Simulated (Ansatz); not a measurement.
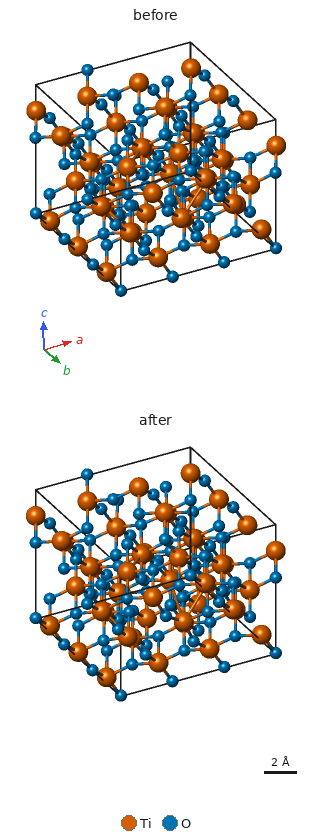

The structure of a defect cell of composition Ti35O71 before (top) and after (bottom) a relaxation, at one scale.

Style: ball-and-stick. Shown: the cell of the calculation (origin shifted), from a free direction.

Level of theory: DFT, PBEsol, PAW, plane waves (Ansatz). Settings: plane-wave cutoff 420 eV; k-point mesh 1 × 1 × 1; mesh shifted by (0.25, 0.25, 0.25); collinear spin; atoms relaxed in a fixed cell; force threshold 0.03 eV/Å; at most 80 steps.

Question: Summarise the run.

Answer: After 8 geometry steps the energy has fallen by 3.132 eV per cell of the calculation. The largest force component goes from 3.7 to 0.02 eV/Å. The largest move is that of an O atom, 0.55 Å along +c. By element the largest moves are O 0.55 Å, Ti 0.19 Å. The lattice vectors keep their values. Among the contacts that change: O–Ti 1.971 → 2.182 Å, O–Ti 1.971 → 1.767 Å, O–Ti 1.995 → 1.794 Å, Ti–Ti 3.042 → 2.859 Å. Among the angles between lasting bonds that change: Ti–O–Ti 153.5° → 165.4°, O–Ti–O 157.3° → 146.9°, O–Ti–O 91.0° → 100.7°.
